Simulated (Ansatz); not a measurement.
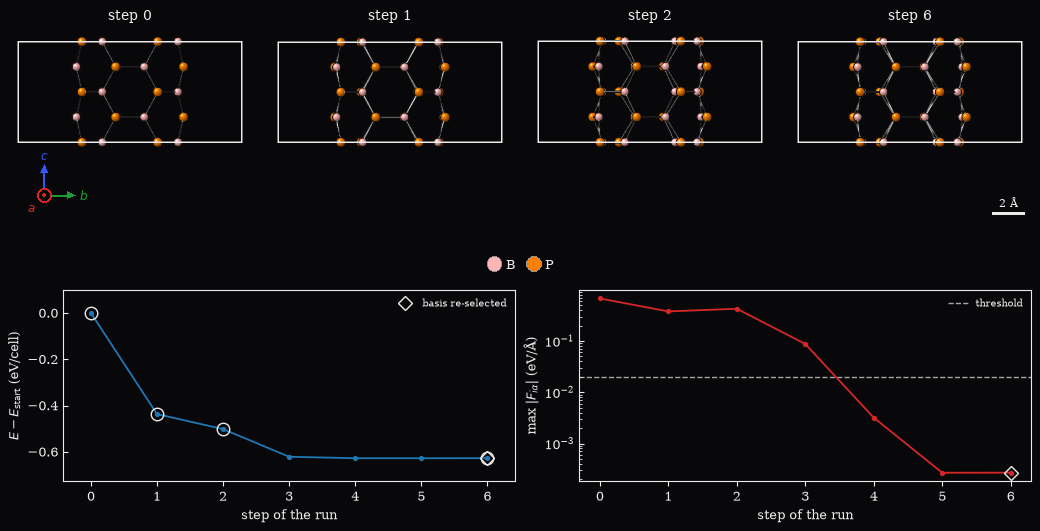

Frames of a relaxation of a wire of composition BP, marked on the history of the run. The picture is a ball-and-stick view of the 2 repeat of the cell, with the vacuum cut short, seen along the a axis.

Case: (4,4) tube.

These are results of Ansatz, DFT PBE, scalar-relativistic, plane waves, PAW, not measurements. Settings: plane-wave cutoff 420 eV; k-point mesh 1 × 1 × 14; occupations gaussian; smearing width 0.05 eV; no spin polarisation; cell relaxed at fixed a, b, alpha, beta, gamma; force threshold 0.02 eV/Å; at most 45 steps.

Describe the path.

Answer. The largest moves relative to the layer's centre, 0.19 Å, are those of P atoms. By element the largest moves are P 0.19 Å, B 0.09 Å. Along the periodic axis the drawn cell goes c 6.428 → 6.419 Å (−0.1 %). Some distances before and after: B–P 1.834 → 1.869 Å, B–P 1.854 → 1.878 Å. Among the angles between lasting bonds that change: B–P–B 117.4° → 111.9°, P–B–P 117.4° → 121.3°, P–B–P 120.1° → 117.4°. After 5 accepted moves (6 points after the start) the energy has fallen by 0.628 eV per cell of the calculation. The largest force component goes from 0.67 to 0.00027 eV/Å. The SCF was repeated once at an unchanged geometry on a basis and grid sized afresh for the cell, which shifted the energy by 0.2 meV per cell of the calculation at most. Cost: 65 s on 4 threads of Arm Neoverse V2, on a shared host, peak memory 1.5 GiB. From step 0 to 1: P atoms move most (0.11 Å), energy −0.437 eV per cell of the calculation. From step 1 to 2: B atoms move most (0.15 Å), energy −65.0 meV per cell of the calculation. From step 2 to 6: B atoms move most (0.08 Å), energy −0.126 eV per cell of the calculation.
